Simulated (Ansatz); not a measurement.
# Run report: Li₈Nb₇O₂₄, single-point calculation (part 2 of 2)

The same run, continued: Li₈Nb₇O₂₄ (defect cell, 39 atoms in the cell); DFT PBE, scalar-relativistic, plane waves, PAW, spin-polarised (Ansatz 0.2.0); cutoff 420 eV, 3×3×3 k-mesh, Gaussian smearing of 0.05 eV, collinear spins. The structure derives from an entry of the Crystallography Open Database.

**What the program printed, continued**
```
--- Forces (eV/Å), atoms counted from 1 ---
  atom   1  Li    -0.01560392    -0.00171878    -0.01524476
  atom   2  Li     0.00744057    -0.00224114     0.00838491
  atom   3  Li    -0.00071575     0.01214696    -0.00832819
  atom   4  Li     0.01004341    -0.00452334    -0.00742127
  atom   5  Li    -0.00893048    -0.00381904    -0.01522129
  atom   6  Li     0.01890245     0.00046728     0.02214683
  atom   7  Li    -0.01712932     0.02757848     0.00039919
  atom   8  Li    -0.01011352     0.00113297     0.00435021
  atom   9  Nb     0.01158239     0.03274391    -0.00027891
  atom  10  Nb    -0.04763798    -0.01207755     0.01356591
  atom  11  Nb    -0.00697326    -0.00444897    -0.01926154
  atom  12  Nb    -0.00150924     0.01143423     0.07082799
  atom  13  Nb     0.03515341     0.01263146     0.03239686
  atom  14  Nb    -0.06742857     0.01477696     0.02071253
  atom  15  Nb    -0.00243587    -0.01257036     0.06342341
  atom  16  O      0.01317115     0.00920487     0.00072234
  atom  17  O     -0.00082073    -0.00689179    -0.01889430
  atom  18  O      0.00315095    -0.02990100    -0.02593867
  atom  19  O      0.00721027    -0.03021769    -0.05715765
  atom  20  O      0.03080902     0.02315790    -0.02900190
  atom  21  O      0.00043565     0.00096250    -0.00847757
  atom  22  O      0.01225221     0.02949301    -0.00912938
  atom  23  O     -0.02684312    -0.00940902    -0.01248292
  atom  24  O      0.00876486    -0.00553812    -0.00018525
  atom  25  O     -0.01619046     0.01253869    -0.02875741
  atom  26  O      0.00356514    -0.00917619     0.00610575
  atom  27  O      0.00392117    -0.00386443    -0.01555510
  atom  28  O     -0.00725845     0.00804075     0.01057915
  atom  29  O     -0.02042058    -0.00502577     0.00847537
  atom  30  O      0.01476671     0.00197506    -0.00810130
  atom  31  O      0.01138003    -0.01301484    -0.01691055
  atom  32  O      0.01288548     0.01595130    -0.00363382
  atom  33  O     -0.00825136     0.01790309     0.02209273
  atom  34  O      0.01783176    -0.00159652     0.00477721
  atom  35  O     -0.01175341    -0.04132348    -0.02518407
  atom  36  O      0.01628963    -0.01697036     0.03053914
  atom  37  O      0.01356935     0.01588288    -0.01160520
  atom  38  O      0.01548460    -0.02890203     0.02242340
  atom  39  O      0.00141125    -0.00479057    -0.00515326
  max |Σ_I F_I| component: 5.45e-6 eV/Å
--- Band table (eV; the first three rows and the last of 28) ---
  k-point 0 ↑: bands = ["-47.6836", "-47.5931", "-47.4585", "-47.4172", "-47.3744", "-47.3530", "-47.2597", "-35.9403", "-35.7627", "-35.6931", "-35.6739", "-35.6272", "-35.6232", "-35.5625", "-35.0638", "-23.9686", "-23.9107", "-23.8896", "-23.8863", "-23.8538", "-23.8188", "-23.7920", "-23.7861", "-23.7540", "-23.7234", "-23.6953", "-23.6217", "-23.5924", "-23.5614", "-23.5494", "-23.5477", "-23.5358", "-23.5239", "-23.5129", "-23.4747", "-23.4195", "-10.9782", "-10.6834", "-10.3240", "-10.2245", "-10.1541", "-10.0755", "-10.0220", "-9.9088", "-9.8591", "-9.7760", "-9.6737", "-9.6161", "-9.2377", "-9.1009", "-9.0581", "-9.0384", "-8.9797", "-8.8357", "-8.8053", "-8.7566", "-8.6748", "-8.5670", "-8.5180", "-8.4843", "1.6874", "1.7749", "1.8590", "1.9407", "1.9487", "2.0240", "2.0756", "2.1248", "2.1818", "2.2033", "2.2356", "2.2919", "2.4699", "2.5143", "2.5497", "3.0289", "3.1661", "3.4283", "3.5082", "3.5695", "3.7204", "3.8361", "3.9102", "4.1027", "4.1339", "4.2881", "4.3377", "4.3698", "4.4214", "4.5223", "4.5521", "4.6016", "4.6178", "4.6585", "4.7327", "4.8029", "4.9055", "4.9510", "5.0413", "5.0616", "5.1544", "5.1696", "5.2538", "5.2580", "5.2625", "5.3116", "5.3374", "5.3969", "5.4138", "5.5508", "5.5762", "5.6187", "5.7075", "5.7748", "5.7825", "5.8235", "5.8773", "5.9252", "5.9398", "6.0370", "6.1643", "6.1979", "6.2474", "6.2638", "6.3200", "6.3691", "6.4319", "6.4597", "6.4847", "6.5084", "6.5566", "6.6551", "9.6677", "9.7332", "9.8939", "10.3521", "10.4088", "10.4537", "10.7565", "10.9200", "10.9904", "11.1347", "11.4134", "11.4921", "11.7421", "11.7494", "11.8655"]
  k-point 1 ↑: bands = ["-47.6836", "-47.5931", "-47.4585", "-47.4172", "-47.3745", "-47.3530", "-47.2597", "-35.9403", "-35.7627", "-35.6931", "-35.6739", "-35.6272", "-35.6232", "-35.5625", "-35.0638", "-23.9528", "-23.9057", "-23.8877", "-23.8823", "-23.8309", "-23.8118", "-23.7879", "-23.7850", "-23.7538", "-23.6988", "-23.6896", "-23.6518", "-23.5925", "-23.5802", "-23.5743", "-23.5494", "-23.5358", "-23.5231", "-23.5134", "-23.4754", "-23.4441", "-10.9197", "-10.6915", "-10.2601", "-10.1769", "-10.0995", "-10.0323", "-9.9733", "-9.9102", "-9.8211", "-9.6853", "-9.5510", "-9.4957", "-9.4412", "-9.0955", "-9.0734", "-9.0425", "-9.0092", "-8.9891", "-8.8687", "-8.8171", "-8.7676", "-8.7096", "-8.5699", "-8.4976", "1.7858", "1.8759", "1.9630", "2.0336", "2.0836", "2.1480", "2.1751", "2.2090", "2.2781", "2.4088", "2.4468", "2.5370", "2.6818", "2.7581", "2.8443", "2.9221", "3.0462", "3.2376", "3.2913", "3.3416", "3.4704", "3.7028", "3.7464", "3.8980", "3.9724", "4.1053", "4.1909", "4.2861", "4.3408", "4.4254", "4.4492", "4.5537", "4.5882", "4.7109", "4.7225", "4.7998", "4.8837", "4.9107", "5.0226", "5.0464", "5.0754", "5.1511", "5.2162", "5.2297", "5.2793", "5.3536", "5.3898", "5.4486", "5.4921", "5.5325", "5.5788", "5.6659", "5.7041", "5.7568", "5.7871", "5.8547", "5.8806", "5.9452", "5.9882", "6.0295", "6.0747", "6.1099", "6.1930", "6.2108", "6.2583", "6.3073", "6.3564", "6.3946", "6.4677", "6.5211", "6.5814", "6.6573", "9.7760", "10.0726", "10.3047", "10.4147", "10.4709", "10.5507", "10.7942", "10.9543", "11.0679", "11.1585", "11.3855", "11.4820", "11.6930", "11.7469", "11.8204"]
  k-point 2 ↑: bands = ["-47.6836", "-47.5931", "-47.4585", "-47.4172", "-47.3745", "-47.3530", "-47.2597", "-35.9403", "-35.7627", "-35.6931", "-35.6739", "-35.6272", "-35.6232", "-35.5626", "-35.0638", "-23.9640", "-23.9025", "-23.8789", "-23.8763", "-23.8532", "-23.8039", "-23.7923", "-23.7857", "-23.7279", "-23.7055", "-23.6973", "-23.6216", "-23.5920", "-23.5865", "-23.5624", "-23.5608", "-23.5476", "-23.5263", "-23.5198", "-23.5021", "-23.4196", "-10.9360", "-10.6943", "-10.2727", "-10.1822", "-10.1315", "-10.0674", "-9.9064", "-9.8109", "-9.7798", "-9.7373", "-9.6677", "-9.3833", "-9.3188", "-9.2178", "-9.1757", "-9.0757", "-9.0277", "-8.9547", "-8.8224", "-8.8097", "-8.7591", "-8.6475", "-8.5744", "-8.5395", "1.6989", "1.8044", "1.9075", "1.9679", "2.0444", "2.1189", "2.1661", "2.2849", "2.3313", "2.3884", "2.4558", "2.5604", "2.6558", "2.7501", "2.8670", "3.0607", "3.1324", "3.2600", "3.3264", "3.3999", "3.4566", "3.5953", "3.8020", "3.9010", "4.0190", "4.0987", "4.1665", "4.2245", "4.3123", "4.4048", "4.4651", "4.5991", "4.6287", "4.7070", "4.7530", "4.7926", "4.8594", "4.9169", "4.9684", "5.0403", "5.0665", "5.1060", "5.1701", "5.2405", "5.3068", "5.3431", "5.3704", "5.4599", "5.4971", "5.5956", "5.6270", "5.6895", "5.7285", "5.7552", "5.8259", "5.8406", "5.8886", "5.9185", "5.9528", "6.0476", "6.0900", "6.1259", "6.1695", "6.2354", "6.2739", "6.3392", "6.3695", "6.3970", "6.4617", "6.5049", "6.5824", "6.6238", "9.7021", "10.1127", "10.2269", "10.3428", "10.4827", "10.5687", "10.8133", "10.9774", "11.0598", "11.1430", "11.4006", "11.4859", "11.6156", "11.7059", "11.8160"]
  k-point 13 ↓: bands = ["-47.6942", "-47.5970", "-47.4643", "-47.4372", "-47.3770", "-47.3741", "-47.2716", "-35.9405", "-35.7641", "-35.6944", "-35.6754", "-35.6307", "-35.6268", "-35.5668", "-35.0691", "-23.9516", "-23.8978", "-23.8732", "-23.8600", "-23.8311", "-23.8053", "-23.7790", "-23.7622", "-23.7203", "-23.7152", "-23.6848", "-23.6720", "-23.6458", "-23.5999", "-23.5904", "-23.5824", "-23.5800", "-23.5741", "-23.5470", "-23.5139", "-23.4563", "-10.0348", "-9.8695", "-9.8242", "-9.6758", "-9.6316", "-9.5933", "-9.5004", "-9.4483", "-9.3820", "-9.3243", "-9.2551", "-9.1220", "-9.1011", "-9.0590", "-8.9899", "-8.9289", "-8.9123", "-8.8613", "-8.8235", "-8.7728", "-8.7461", "-8.4868", "-8.2573", "-8.1020", "2.2590", "2.3549", "2.4188", "2.4724", "2.4913", "2.5862", "2.6645", "2.7202", "2.7745", "2.8927", "2.9322", "3.0294", "3.1596", "3.1904", "3.2512", "3.3040", "3.3505", "3.4242", "3.4785", "3.5435", "3.6324", "3.7476", "3.7560", "3.8383", "3.8734", "3.9283", "4.0004", "4.1064", "4.1930", "4.2211", "4.3356", "4.3714", "4.4694", "4.5523", "4.6813", "4.6948", "4.8353", "4.8709", "4.9711", "5.1137", "5.1678", "5.2568", "5.3209", "5.4214", "5.5410", "5.5611", "5.7795", "5.8596", "5.9232", "5.9392", "6.0086", "6.0600", "6.1020", "6.1636", "6.1888", "6.2395", "6.2926", "6.3040", "6.3909", "6.4039", "6.4663", "6.5111", "6.5678", "6.6331", "6.6661", "6.7124", "6.7730", "7.1957", "7.3635", "7.4779", "7.5040", "7.6090", "10.3460", "10.4332", "10.5732", "10.5997", "10.7154", "10.8016", "10.9761", "11.0792", "11.1905", "11.2677", "11.4886", "11.5498", "11.6187", "11.6542", "11.7533"]
--- Löwdin populations: 39 sites ---
  site symbol       q [e]    m [muB]
     0     Li      2.2678    -0.0054
     1     Li      2.2612    -0.0025
     2     Li      2.2614    -0.0015
     3     Li      2.2639    -0.0023
     4     Li      2.2616    -0.0043
     5     Li      2.2588    -0.0045
     6     Li      2.2538    -0.0027
     7     Li      2.2689    -0.0067
     8     Nb     11.4658    -0.0125
     9     Nb     11.4758    -0.0173
    10     Nb     11.4512    -0.0260
    11     Nb     11.4971    -0.0332
    12     Nb     11.4880    -0.0583
    13     Nb     11.4789    -0.0546
    14     Nb     11.4451    -0.0060
    15      O      6.6451     0.0127
    16      O      6.4616     1.1314
    17      O      6.6750     0.0171
    18      O      6.6159     0.1056
    19      O      6.6690     0.0155
    20      O      6.6795     0.0155
    21      O      6.5907     0.9391
    22      O      6.5664     0.3395
    23      O      6.4310     1.1556
    24      O      6.6978     0.0443
    25      O      6.6555     0.0137
    26      O      6.5763     0.3090
    27      O      6.6784     0.0456
    28      O      6.7123     0.0606
    29      O      6.6492     0.0370
    30      O      6.6343     0.2863
    31      O      6.7009     0.0467
    32      O      6.5986     0.3751
    33      O      6.6892     0.0571
    34      O      6.6649     0.0244
    35      O      6.6657     0.0499
    36      O      6.6584     0.0159
    37      O      6.6752     0.0662
    38      O      6.6593     0.1044
  spilling = 0.005215 (of n_electrons = 259.000000)
--- Band densities, each state counted as filled ---
  window                                       electrons  max residual (eV)  cut levels
  e_range: [-0.78, -0.17]           9.962963 + 11.074074             1.7e-6           0
  e_range: [0.18, 0.79]              0.000000 + 5.000000             8.2e-5           0
```

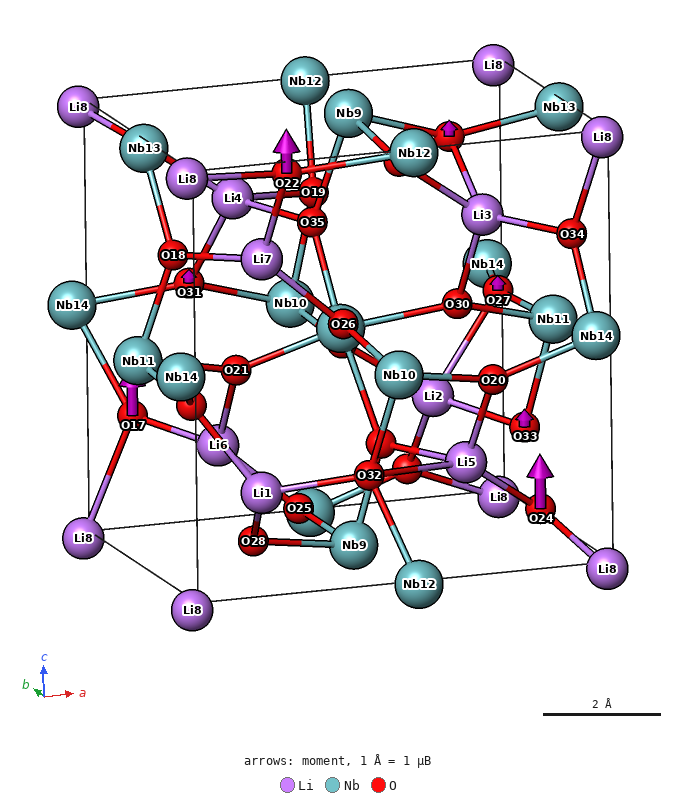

Fig. 1: Magnetic moments of the sites as pink arrows (ball-and-stick view of the cell of the calculation, seen slightly off an axis; atoms are numbered from 1 in the order of the input); small moments hardly show. The run is collinear, so the axis drawn is arbitrary. Site moments: O24 (0.96 μB); O17 (0.93 μB); O22 (0.78 μB); O33 (0.32 μB); O23 (0.30 μB); O27 (0.27 μB); O31 (0.25 μB), among others. They are counted near the atoms and needn't add up to the moment of the cell.
